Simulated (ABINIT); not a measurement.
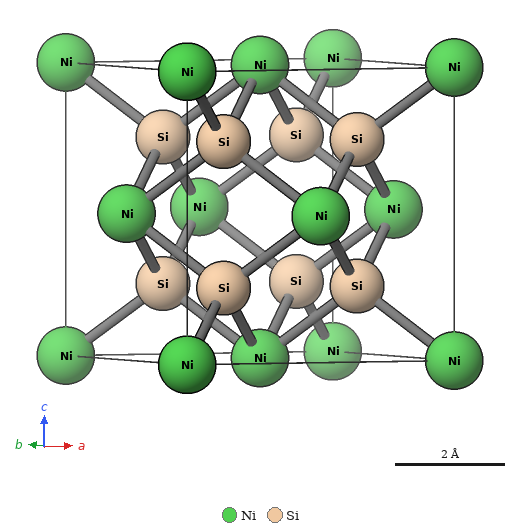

Fig. 1: The structure as given in the input (ball-and-stick view of the cell 4 times as large as that of the calculation, set on its symmetry axes, seen at an oblique angle). An atom can appear more than once, as a periodic image. Near neighbours in the periodic cell (some may lie outside the picture): Ni has 8 Si at 2.34 Å; Si has 4 Ni at 2.34 Å.

# Hubbard response calculation, with input and output: NiSi2 (part 1 of 3)

- system: NiSi2 (3 atoms in the cell)
- method: Kohn-Sham DFT of a periodic cell, PBEsol, DFT+U, JTH PAW PBE v2.0, spin-polarised (ABINIT 10.8.3)

The structure derives from an entry of the Crystallography Open Database.

Input:
```
# Datasets
ndtset 3

# Pseudopotentials
pp_dirpath "./"
pseudos "Ni.GGA_PBE-JTH.xml, Si.GGA_PBE-JTH.xml"

# Structure
acell 3.8226192591 3.8226192591 3.8226192591 Angstrom
rprim
     0.0000000000     0.7071067812     0.7071067812
     0.7071067812     0.0000000000     0.7071067812
     0.7071067812     0.7071067812     0.0000000000
ntypat 2
znucl 28 14
natom 3
typat 1 2 2
xred
            0.0            0.0            0.0
            3/4            3/4            3/4
            1/4            1/4            1/4

# Plane-wave basis
ecut 41.0
pawecutdg 63.0
pawxcdev 0

# k points
kptopt 2
ngkpt 4 4 4
nshiftk 1
shiftk 0.0 0.0 0.0

# Exchange and correlation
ixc -116133

# Bands and occupations
nband 18
occopt 3
tsmear 0.00183747

# Spin
nsppol 2
spinat
     0.0000000000     0.0000000000     1.0000000000
     0.0000000000     0.0000000000     0.0000000000
     0.0000000000     0.0000000000     0.0000000000
nsym 1

# DFT+U
usepawu 1
lpawu 2 -1
upawu 0.0 0.0 eV
jpawu 0.0 0.0 eV
dmatpuopt 3

# SCF cycle
nstep 120
tolvrs 1.0e-9

# Output
prteig 0
prtebands 0
prtden 0
prtwf 0

# Linear response
irdwfk 1
macro_uj 1
pawujat 1
pawujv1 -0.1 eV
pawujv2 0.05 eV
pawujv3 0.1 eV
```

File gs.abi:
```
# Pseudopotentials
pp_dirpath "./"
pseudos "Ni.GGA_PBE-JTH.xml, Si.GGA_PBE-JTH.xml"

# Structure
acell 3.8226192591 3.8226192591 3.8226192591 Angstrom
rprim
     0.0000000000     0.7071067812     0.7071067812
     0.7071067812     0.0000000000     0.7071067812
     0.7071067812     0.7071067812     0.0000000000
ntypat 2
znucl 28 14
natom 3
typat 1 2 2
xred
            0.0            0.0            0.0
            3/4            3/4            3/4
            1/4            1/4            1/4

# Plane-wave basis
ecut 41.0
pawecutdg 63.0
pawxcdev 0

# k points
kptopt 2
ngkpt 4 4 4
nshiftk 1
shiftk 0.0 0.0 0.0

# Exchange and correlation
ixc -116133

# Bands and occupations
nband 18
occopt 3
tsmear 0.00183747

# Spin
nsppol 2
spinat
     0.0000000000     0.0000000000     1.0000000000
     0.0000000000     0.0000000000     0.0000000000
     0.0000000000     0.0000000000     0.0000000000
nsym 1

# DFT+U
usepawu 1
lpawu 2 -1
upawu 0.0 0.0 eV
jpawu 0.0 0.0 eV
dmatpuopt 3

# SCF cycle
nstep 120
tolvrs 1.0e-9

# Output
prteig 0
prtebands 0
prtden 0
```

Launched with:
```bash
abinit gs.abi > log 2>&1
ln -s gso_WFK runi_DS1_WFK
ln -s gso_WFK runi_DS2_WFK
ln -s gso_WFK runi_DS3_WFK
abinit run.abi > log 2>&1
lruj runo_DS1_LRUJ.nc runo_DS2_LRUJ.nc runo_DS3_LRUJ.nc > lruj.log 2>&1
```

Output:
```
.Version 10.8.3 of ABINIT
 DATASET    1 : space group P1 (#  1); Bravais aP (primitive triclinic)
================================================================================
 Values of the parameters that define the memory need for DATASET  1.
     intxc =       0    ionmov =       0      iscf =      17    lmnmax =      18
     lnmax =       6     mgfft =      45  mpssoang =       3    mqgrid =    3001
     natom =       3  nloc_mem =       2    nspden =       2   nspinor =       1
    nsppol =       2      nsym =       1    n1xccc =       1    ntypat =       2
    occopt =       3   xclevel =       2
       mpw =        3362          nfft =       91125          nkpt =          36
 PAW method is used; the additional fine FFT grid is defined by:
   mgfftf=        54    nfftf =    157464
================================================================================
================================================================================

 DATASET    2 : space group P1 (#  1); Bravais aP (primitive triclinic)
================================================================================
 Values of the parameters that define the memory need for DATASET  2.
     intxc =       0    ionmov =       0      iscf =      17    lmnmax =      18
     lnmax =       6     mgfft =      45  mpssoang =       3    mqgrid =    3001
     natom =       3  nloc_mem =       2    nspden =       2   nspinor =       1
    nsppol =       2      nsym =       1    n1xccc =       1    ntypat =       2
    occopt =       3   xclevel =       2
       mpw =        3362          nfft =       91125          nkpt =          36
 PAW method is used; the additional fine FFT grid is defined by:
   mgfftf=        54    nfftf =    157464
================================================================================
================================================================================

 DATASET    3 : space group P1 (#  1); Bravais aP (primitive triclinic)
================================================================================
 Values of the parameters that define the memory need for DATASET  3.
     intxc =       0    ionmov =       0      iscf =      17    lmnmax =      18
     lnmax =       6     mgfft =      45  mpssoang =       3    mqgrid =    3001
     natom =       3  nloc_mem =       2    nspden =       2   nspinor =       1
    nsppol =       2      nsym =       1    n1xccc =       1    ntypat =       2
    occopt =       3   xclevel =       2
       mpw =        3362          nfft =       91125          nkpt =          36
 PAW method is used; the additional fine FFT grid is defined by:
   mgfftf=        54    nfftf =    157464
================================================================================
================================================================================

--------------------------------------------------------------------------------
------------- Echo of variables that govern the present computation ------------
--------------------------------------------------------------------------------
 -outvars: echo values of preprocessed input variables --------
            acell      7.2237034833E+00  7.2237034833E+00  7.2237034833E+00 Bohr
              amu      5.86900000E+01  2.80855000E+01
         atvshift1      -0.00367   -0.00367   -0.00367   -0.00367   -0.00367
                        -0.00367   -0.00367   -0.00367   -0.00367   -0.00367
                         0.00000    0.00000    0.00000    0.00000    0.00000
                         0.00000    0.00000    0.00000    0.00000    0.00000
                         0.00000    0.00000    0.00000    0.00000    0.00000
                         0.00000    0.00000    0.00000    0.00000    0.00000
         atvshift2       0.00184    0.00184    0.00184    0.00184    0.00184
                         0.00184    0.00184    0.00184    0.00184    0.00184
                         0.00000    0.00000    0.00000    0.00000    0.00000
                         0.00000    0.00000    0.00000    0.00000    0.00000
                         0.00000    0.00000    0.00000    0.00000    0.00000
                         0.00000    0.00000    0.00000    0.00000    0.00000
         atvshift3       0.00367    0.00367    0.00367    0.00367    0.00367
                         0.00367    0.00367    0.00367    0.00367    0.00367
                         0.00000    0.00000    0.00000    0.00000    0.00000
                         0.00000    0.00000    0.00000    0.00000    0.00000
                         0.00000    0.00000    0.00000    0.00000    0.00000
                         0.00000    0.00000    0.00000    0.00000    0.00000
           diemix      4.50000000E-01
        dmatpuopt           3
             ecut      4.10000000E+01 Hartree
           irdwfk           1
              ixc     -116133
           jdtset        1    2    3
           kptopt           2
         kptrlatt        4    0    0      0    4    0      0    0    4
          kptrlen      2.88948139E+01
            lpawu           2      -1
         macro_uj        1
            natom           3
            nband          18
        natvshift        5
           ndtset           3
            ngfft          45      45      45
          ngfftdg          54      54      54
             nkpt          36
           nspden           2
           nsppol           2
            nstep         120
             nsym           1
           ntypat           2
           occopt           3
        pawecutdg      6.30000000E+01 Hartree
           pawujv1    -3.6749322176E-03 Hartree
           pawujv2     1.8374661088E-03 Hartree
           pawujv3     3.6749322176E-03 Hartree
         pawxcdev           0
           prtden           0
        prtebands           0
           prteig           0
            prtwf           0
            rprim      0.0000000000E+00  7.0710678120E-01  7.0710678120E-01
                       7.0710678120E-01  0.0000000000E+00  7.0710678120E-01
                       7.0710678120E-01  7.0710678120E-01  0.0000000000E+00
          spgroup           1
           spinat      0.0000000000E+00  0.0000000000E+00  1.0000000000E+00
                       0.0000000000E+00  0.0000000000E+00  0.0000000000E+00
                       0.0000000000E+00  0.0000000000E+00  0.0000000000E+00
           tolvrs      1.00000000E-09
           tsmear      1.83747000E-03 Hartree
            typat      1  2  2
          usepawu           1
           useylm           1
           xangst      0.0000000000E+00  0.0000000000E+00  0.0000000000E+00
                       4.0545000001E+00  4.0545000001E+00  4.0545000001E+00
                       1.3515000000E+00  1.3515000000E+00  1.3515000000E+00
            xcart      0.0000000000E+00  0.0000000000E+00  0.0000000000E+00
                       7.6618945776E+00  7.6618945776E+00  7.6618945776E+00
                       2.5539648592E+00  2.5539648592E+00  2.5539648592E+00
             xred      0.0000000000E+00  0.0000000000E+00  0.0000000000E+00
                       7.5000000000E-01  7.5000000000E-01  7.5000000000E-01
                       2.5000000000E-01  2.5000000000E-01  2.5000000000E-01
            znucl       28.00000   14.00000

================================================================================

 chkinp: Checking input parameters for consistency, jdtset=   1.

 chkinp: Checking input parameters for consistency, jdtset=   2.

 chkinp: Checking input parameters for consistency, jdtset=   3.

================================================================================
== DATASET  1 ==================================================================

--- !DatasetInfo
iteration_state: {dtset: 1, }
dimensions: {natom: 3, nkpt: 36, mband: 18, nsppol: 2, nspinor: 1, nspden: 2, mpw: 3362, }
cutoff_energies: {ecut:  41.0, pawecutdg:  63.0, }
electrons: {nelect:   2.60000000E+01, charge:   0.00000000E+00, occopt:   3.00000000E+00, tsmear:   1.83747000E-03, }
meta: {optdriver: 0, ionmov: 0, optcell: 0, iscf: 17, paral_kgb: 0, }
...

 Real(R)+Recip(G) space primitive vectors, cartesian coordinates (Bohr,Bohr^-1):
 R(1)=  0.0000000  5.1079297  5.1079297  G(1)= -0.0978870  0.0978870  0.0978870
 R(2)=  5.1079297  0.0000000  5.1079297  G(2)=  0.0978870 -0.0978870  0.0978870
 R(3)=  5.1079297  5.1079297  0.0000000  G(3)=  0.0978870  0.0978870 -0.0978870
 Unit cell volume ucvol=  2.6654144E+02 bohr^3
 Angles (23,13,12)=  6.00000000E+01  6.00000000E+01  6.00000000E+01 degrees

 Coarse grid specifications (used for wave-functions):

 getcut: wavevector=  0.0000  0.0000  0.0000  ngfft=  45  45  45
         ecut(hartree)=     41.000   => boxcut(ratio)=   2.11318

 Fine grid specifications (used for densities):

 getcut: wavevector=  0.0000  0.0000  0.0000  ngfft=  54  54  54
         ecut(hartree)=     63.000   => boxcut(ratio)=   2.09289

--- Pseudopotential description ------------------------------------------------
- pspini: atom type   1  psp file is ./Ni.GGA_PBE-JTH.xml
 Pseudopotential format is: paw10
 basis_size (lnmax)=  6 (lmn_size= 18), orbitals=   0   0   1   1   2   2
 Spheres core radius: rc_sph= 1.81432190
 Shapefunction is SIN type: shapef(r)=[sin(pi*r/rshp)/(pi*r/rshp)]**2
 Radius for shape functions =  1.60094920
 Compensation charge density is not taken into account in XC energy/potential

- pspini: atom type   2  psp file is ./Si.GGA_PBE-JTH.xml
 Pseudopotential format is: paw10
 basis_size (lnmax)=  4 (lmn_size=  8), orbitals=   0   0   1   1
 Spheres core radius: rc_sph= 1.90944987
 Shapefunction is BESSEL type: shapef(r,l)=aa(1,l)*jl(q(1,l)*r)+aa(2,l)*jl(q(2,l)*r)
 Radius for shape functions =  1.60149249
 Compensation charge density is not taken into account in XC energy/potential

   8.17877019E+02                                ecore*ucvol(ha*bohr**3)
--------------------------------------------------------------------------------

-inwffil : will read wavefunctions from disk file runi_DS1_WFK

 ******************************************
 DFT+U Method used: FLL
 ******************************************

================================================================================

--- !BeginCycle
iteration_state: {dtset: 1, }
solver: {iscf: 17, nstep: 120, nline: 4, wfoptalg: 10, }
tolerances: {tolvrs: 1.00E-09, }
...

     iter   Etot(hartree)      deltaE(h)  residm     nres2   difmagsph maxmagsph
 ETOT  1  -178.80263522912    -1.788E+02 4.533E-08 1.038E-01 4.551E-08 4.551E-08
 ETOT  2  -178.80275547095    -1.202E-04 1.304E-06 3.491E-01 4.480E-07 4.025E-07
 ETOT  3  -178.80257874799     1.767E-04 2.897E-05 2.821E-04 9.104E-06 8.701E-06
 ETOT  4  -178.80258416095    -5.413E-06 1.121E-06 2.210E-04 8.479E-06 2.225E-07
 ETOT  5  -178.80258391368     2.473E-07 2.410E-08 9.807E-06 5.499E-07 7.724E-07
 ETOT  6  -178.80258390679     6.894E-09 4.531E-10 2.146E-06 5.654E-07 2.430E-07
 ETOT  7  -178.80258390577     1.013E-09 4.591E-10 1.419E-08 4.477E-08 1.983E-07
 ETOT  8  -178.80258390590    -1.278E-10 9.396E-11 8.752E-09 1.442E-07 9.785E-08
 ETOT  9  -178.80258390591    -7.276E-12 1.120E-11 1.469E-10 4.319E-08 5.497E-08

 At SCF step    9       nres2   =  1.47E-10 < tolvrs=  1.00E-09 =>converged.

 Cartesian components of stress tensor (hartree/bohr^3)
  sigma(1 1)=  5.98165324E-06  sigma(3 2)= -1.10247383E-09
  sigma(2 2)=  5.98139810E-06  sigma(3 1)= -1.95902621E-10
  sigma(3 3)=  5.98209882E-06  sigma(2 1)= -6.12440621E-10

--- !ResultsGS
iteration_state: {dtset: 1, }
comment   : Summary of ground state results
lattice_vectors:
- [  0.0000000,   5.1079297,   5.1079297, ]
- [  5.1079297,   0.0000000,   5.1079297, ]
- [  5.1079297,   5.1079297,   0.0000000, ]
lattice_lengths: [   7.22370,    7.22370,    7.22370, ]
lattice_angles: [ 60.000,  60.000,  60.000, ] # degrees, (23, 13, 12)
lattice_volume:   2.6654144E+02
convergence: {deltae: -7.276E-12, res2:  1.469E-10, residm:  1.120E-11, diffor: null, }
etotal    :  -1.78802584E+02
entropy   :   0.00000000E+00
fermie    :   3.78038583E-01
cartesian_stress_tensor: # hartree/bohr^3
- [  5.98165324E-06,  -6.12440621E-10,  -1.95902621E-10, ]
- [ -6.12440621E-10,   5.98139810E-06,  -1.10247383E-09, ]
- [ -1.95902621E-10,  -1.10247383E-09,   5.98209882E-06, ]
pressure_GPa:  -1.7599E-01
xred      :
- [  0.0000E+00,   0.0000E+00,   0.0000E+00, Ni]
- [  7.5000E-01,   7.5000E-01,   7.5000E-01, Si]
- [  2.5000E-01,   2.5000E-01,   2.5000E-01, Si]
cartesian_forces: # hartree/bohr
- [  7.31879661E-09,   5.18622225E-09,   1.37732566E-10, ]
- [  5.08833613E-09,   1.39431233E-09,   1.39240568E-08, ]
- [ -1.24071327E-08,  -6.58053458E-09,  -1.40617893E-08, ]
force_length_stats: {min:   8.97110112E-09, max:   1.98739603E-08, mean:   1.45783821E-08, }
...

 Integrated electronic and magnetization densities in atomic spheres:
 ------------------------------------------------------------------------------------------------------------
 Radius=ratsph(iatom), smearing ratsm=  0.0000. Diff(up-dn)=approximate z local magnetic moment.
    Atom    Radius    up_density   dn_density  Total(up+dn)  Diff(up-dn)
    1 Ni   1.81432     7.979474     7.979474     15.958949    -0.000000
    2 Si   1.90945     0.750208     0.750208      1.500416     0.000000
    3 Si   1.90945     0.750208     0.750208      1.500416     0.000000
```
